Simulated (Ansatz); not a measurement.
## Run report: MoS2, single-point calculation

- system: MoS2 (R-3m, 3 atoms in the cell)
- method: DFT PBE+D3(BJ), scalar-relativistic, plane waves, PAW, no spin polarisation (Ansatz 0.2.0)

The structure derives from an entry of the Crystallography Open Database. It belongs to a series of runs on one base structure; here: ratio of the length along z to the lengths across it x 0.85, volume and fractional coordinates fixed. Figures and captions count atoms from 1; the log counts them from 0 in places.

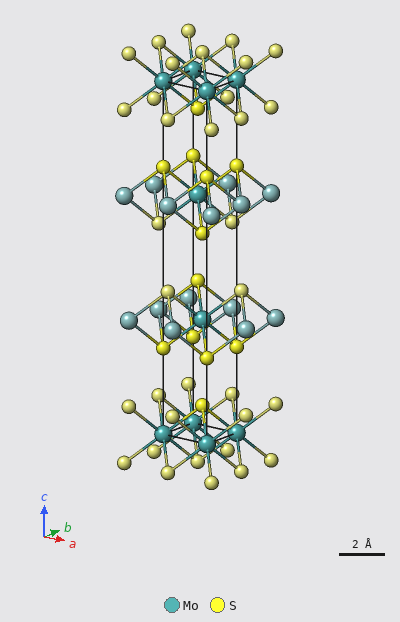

*The structure as given in the input (ball-and-stick view of the cell 3 times as large as that of the calculation, set on its symmetry axes, seen slightly off an axis; neighbours outside the cell are drawn fainter).*

Summary:

```json
{"quantity": "outcome", "value": "converged"}
{"quantity": "space group (tolerance 0.01 Å)", "value": "R-3m (166)"}
{"quantity": "electrons treated", "value": "26"}
{"quantity": "free energy", "value": "−6762.9590 eV"}
{"quantity": "Fermi energy", "value": "11.965 eV"}
{"quantity": "gap on the k-point mesh", "value": "none (metallic)"}
{"quantity": "pressure", "value": "3.46 GPa"}
{"quantity": "largest force (length of the vector)", "value": "0.756 eV/Å"}
{"quantity": "hardware", "value": "1 thread of AMD EPYC (Zen 5), 32 GiB of memory available, shared host"}
{"quantity": "wall time", "value": "10 s"}
{"quantity": "peak memory", "value": "0.7 GiB"}
```

The input:
```yaml
crystal:
  lattice:
    - [1.6539442536, 0.95490516, 5.3470241567]
    - [-1.6539442536, 0.95490516, 5.3470241567]
    - [0.0, -1.90981032, 5.3470241567]
  atoms:
    - { symbol: Mo, position: [0.0, 0.0, 0.0] }
    - { symbol: S, position: [0.7563304588, 0.7563304588, 0.7563304588] }
    - { symbol: S, position: [0.2436695412, 0.2436695412, 0.2436695412] }
basis:
  ecutwfc: 420
kpoints:
  mp_grid: { grid: [18, 18, 18] }
hamiltonian:
  xc: pbe
  dispersion: d3bj
scf:
  occupations: { method: gaussian, width: 0.15 }
output:
  forces: true
  stress: true
  eigenvalues: true
  write_density: true
  write_potential: true
  elf: true
  volumetric_format: npy
```

Launched with:
```bash
ansatz run input.yaml --threads 1 --pin off --max-ram 2560MiB --backend cpu --events-out ev --progress --plain --runs-dir out
```

Output:
```
basis.fft_grid_basis auto: the FFT boxes are laid along the combinations [[1, -1, 0], [0, 1, 0], [0, -1, 1]] of the cell's own vectors, 3.308, 5.678 and 3.308 Å long. The dense box has 24×40×24 points. Along the cell's own vectors, as sized, it would have 40×40×40, 2.78 times as many. Of the 12 symmetry operations that the crystal satisfies within crystal.symmetry.tolerance (time reversal apart; of a slab, those that keep its plane) the dense box along the cell's own vectors carries 12, and the one as laid loses 8 of those. basis.fft_grid_basis: typed keeps the cell's own vectors: state it where this run's energies or levels are differenced outside the engine with another run's, or held beside a run that keeps those vectors. Those combinations have planes normal to reciprocal vector 3, as the cell's own vectors have. Each planar average written beside output.write_density, output.write_potential has a row for each plane of the box: 24. The volumetric files lie along those combinations, not along the cell's own vectors: a cube or XSF file states them, and fields.json those of NumPy files.
Engine: ansatz 0.2.0, x86_64-unknown-linux-gnu
Pseudopotentials: kind: paw
Pseudopotential: Mo, paw, valence charge 14, recommended cutoff 420 eV (normal), Mo.paw.azcp
Pseudopotential: S, paw, valence charge 6, recommended cutoff 420 eV (normal), S.paw.azcp
Functional definition: PBE
  parameter kappa = 0.804
  parameter beta = 0.06672455060314922
  exchange = pbe_x(kappa = kappa, mu = beta*pi^2/3)
  correlation = pbe_c(beta = beta)
Crystal: 3 atoms, lattice volume = 50.669 Å³
Basis set: ecut = 420 eV, 1019 PW (Γ), FFT grids on a1−a2, a2, −a2+a3, exchange–correlation on 48×80×48 points (8 copies of the dense FFT grid, shifted against one another)
Bands: 17, of which v1, the nominal top of the filled ones, is band 13 counted from 1 (12 counted from 0)
Symmetry: 12 space group operations
Space group: R-3m (ITA 166), of the structure as read, at distance tolerance 3.7e-5 Å
k-points: 580 of 5832
Non-local potential: Mo, projectors of the file, l = 0: 3, l = 1: 2, l = 2: 2, l = 3: 1
Non-local potential: S, projectors of the file, l = 0: 2, l = 1: 2, l = 2: 2
PAW form: soft (Blöchl's): semilocal exchange-correlation on the pseudo side does not see the compensation charge
PAW one-centre angular grid: Mo, 590 points (default); XC on 64 Gauss nodes
PAW one-centre angular grid: S, 110 points (default); XC on 64 Gauss nodes
Initial density: superposition of atomic densities (neutral atoms: chi_scale 0, normalization atom), corrected by the library's trained network
Initial wavefunctions: pseudopotential atomic-orbital guess
Functional: x = pbe(κ = 0.804, μ = 0.2195149727645171), c = pbe(β = 0.06672455060314922)
SCF iter   1: F=—  HF=-6762.967083 eV  |F-HF|=—  |Δ(HF+E_count)|=         —  Δρ=7.77e-3  dr2=4.65e-2  ethr=1.77e-3  ⟨swp⟩=5.0  Hψ=52295  notcnv=0
preconditioner: auto → Kerker (q_TF=auto, 2.441 Å⁻¹)  [metal: Δε(μ)=0.002 eV  Ē_g=8.024 eV  σ=0.150 eV  W_gap=0.01  n_scr=16 (ndim 8)  ℏωp=22.1 eV  f_vac=0.003  D(μ)=1.41/eV (n_scr^D=8)]
SCF iter   2: F=—  HF=-6762.960806 eV  |F-HF|=—  |Δ(HF+E_count)|=   6.28e-3  Δρ=3.86e-3  dr2=1.38e-2  ethr=1.79e-4  ⟨swp⟩=1.0  Hψ=14500  notcnv=0
SCF iter   3: F=—  HF=-6762.959038 eV  |F-HF|=—  |Δ(HF+E_count)|=   1.77e-3  Δρ=4.87e-4  dr2=3.10e-4  ethr=5.32e-5  ⟨swp⟩=2.0  Hψ=13245  notcnv=0
SCF iter   4: F=—  HF=-6762.959014 eV  |F-HF|=—  |Δ(HF+E_count)|=   2.40e-5  Δρ=1.19e-4  dr2=7.92e-6  ethr=1.19e-6  ⟨swp⟩=2.1  Hψ=13692  notcnv=0
SCF iter   5: F=—  HF=-6762.959009 eV  |F-HF|=—  |Δ(HF+E_count)|=   4.50e-6  Δρ=3.31e-5  dr2=1.19e-6  ethr=3.05e-8  ⟨swp⟩=2.5  Hψ=15828  notcnv=0
SCF iter   6: F=-6762.959009 eV  HF=-6762.959009 eV  |F-HF|=2.21e-8  |Δ(HF+E_count)|=   2.62e-8  Δρ=9.92e-6  dr2=5.24e-8  ethr=3.85e-10  ⟨swp⟩=7.1  Hψ=66058  notcnv=0
SCF 1 converged in 6 iterations: F = -6762.959009 eV  dr2 = 5.24e-8
  greatest PAW one-centre occupation: 0.998 electrons in one spin orbital (limit 2), on the Mo atom at site 0 (counted from 0), in its partial waves of l = 0
```

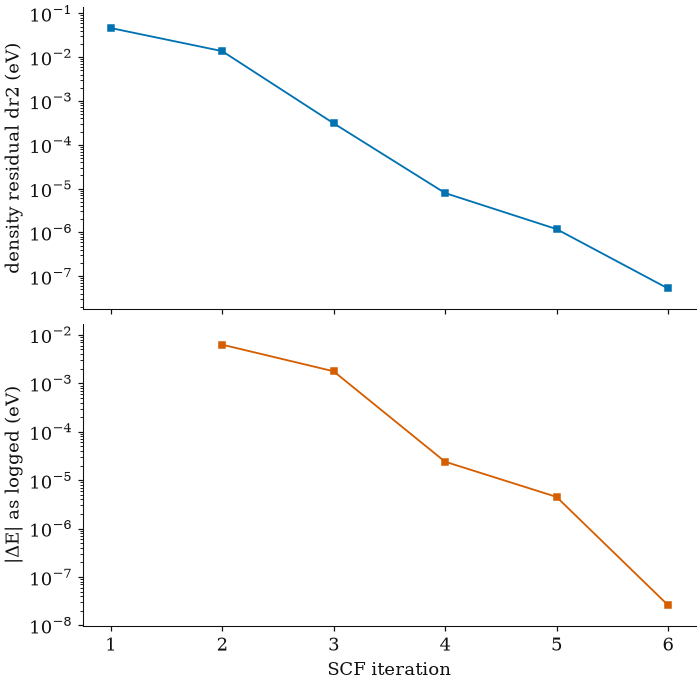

*Convergence of the self-consistent field: density residual dr2 and size of the energy change against the SCF iteration.*

The residual falls at every step.

```
SCF converged after 6 iterations
Free energy (F): -6762.959009 eV
Harris-Foulkes:  -6762.959009 eV  (|F-HF|=2.21e-8)
Internal energy: -6762.942857 eV  (E = F + TS)
E sigma→0 (E₀):  -6762.950933 eV
Entropy (-TS):   -0.016153 eV (-5.384 meV/atom)
Fermi energy:    11.965214 eV
--- Per-component energies (eV) ---
  E_band       = -131.939319
  E_kinetic    = 657.938714
  E_local      = -1622.171149  (includes V_loc(G=0)·N_el)
  E_nonlocal   = 199.842354
  E_hartree    = 595.807369
  E_xc         = -378.881403
  E_vxc        = -405.544074  (∫ρ·V_xc dr)
  E_paw        = -4401.775528  (= ΣΔE_a)
  E_vpaw       = -153.620063  (= ΣTr[D̂ρ^β])
  E_aug_tail   = 0.000039  (compensation charges beyond the density's cutoff)
  E_ewald      = -1812.349494
  E_disp       = -1.353757  (pairwise vdW)
  E_smearing   = -0.016153  (= −TS)
  E_closure    = 0.000000  (closes the sum)
  Σ components = -6762.959009   (vs F -6762.959009, Δ=0.00e0)
--- Forces (eV/Å), atoms counted from 1 ---
  atom   1  Mo     0.00000000     0.00000000    -0.00000000
  atom   2  S      0.00000000     0.00000000     0.75597340
  atom   3  S     -0.00000000    -0.00000000    -0.75597340
  max |Σ_I F_I| component: 4.63e-18 eV/Å
--- Stress (GPa, compression-positive) ---
       -2.443323       0.000000       0.000000
        0.000000      -2.443323      -0.000000
        0.000000      -0.000000      15.260848
  P = ⅓ Tr σ = 3.4581 GPa (34.581 kbar)
--- Band table (eV; the first three rows and the last of 580) ---
  k-point 0: bands = ["-49.7486", "-23.8190", "-23.8190", "-23.7436", "-3.1794", "-0.7898", "4.7930", "7.3613", "7.3613", "10.8758", "10.8758", "11.4710", "11.4710", "11.6206", "11.6718", "15.2647", "15.2647"]
  k-point 1: bands = ["-49.7479", "-23.8273", "-23.8209", "-23.7420", "-3.1328", "-0.7989", "4.8542", "7.3142", "7.3866", "10.5507", "10.6202", "11.4492", "11.5567", "11.7416", "11.8852", "15.0938", "15.2207"]
  k-point 2: bands = ["-49.7459", "-23.8511", "-23.8263", "-23.7373", "-2.9960", "-0.8236", "5.0291", "7.1984", "7.4540", "9.8908", "10.2462", "11.3582", "11.4013", "12.1566", "12.1885", "14.8677", "15.1126"]
  k-point 579: bands = ["-49.7486", "-23.8190", "-23.8190", "-23.7443", "-2.4445", "-1.9626", "6.9047", "7.4518", "7.4518", "8.1982", "10.9179", "10.9179", "11.0612", "11.0612", "12.6178", "15.6408", "15.6408"]
```

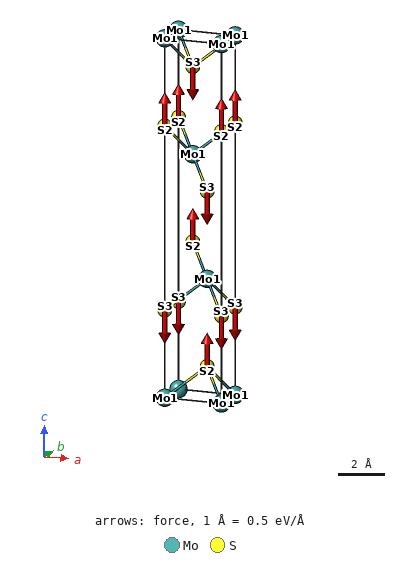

*Forces on the atoms as red arrows (ball-and-stick view of the cell 3 times as large as that of the calculation, set on its symmetry axes, seen slightly off an axis; atoms are numbered from 1 in the order of the input).*

The largest act on S2, S3 (0.76 eV/Å). The geometry is not a stationary point of this energy.

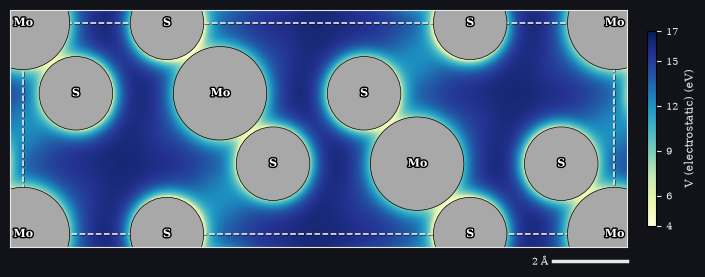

*Electrostatic potential (local pseudopotential plus Hartree) felt by an electron on the (110) plane of the conventional cell. Grey discs, where drawn, cover atomic cores.*

Atoms in the plane: Mo and S. Outside the cores the potential energy rises away from the atoms and is highest about 2.2 Å from the nearest atoms; outside the discs it spans about 11 eV, and its zero is arbitrary. The fields are those of the smooth PAW valence density.

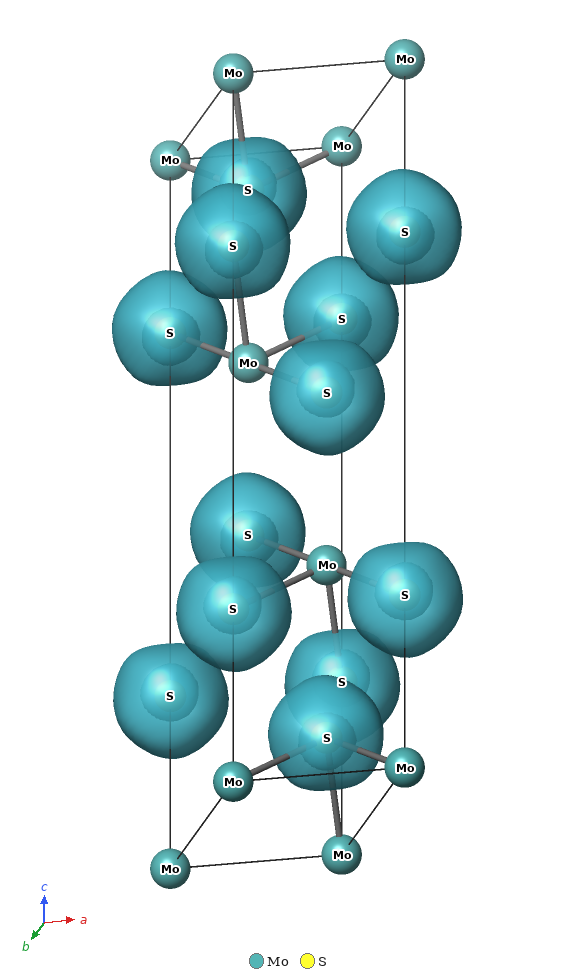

*Isosurface of the electron localisation function at 0.7 (cyan), seen at an oblique angle. Core shells and regions of very low density are left out. Sticks mark near contacts. The outline is the cell set on symmetry axes.*

Along the contacts the grid gives the following. Mo–S (2.39 Å): the ELF is about 0.40 at the midpoint.
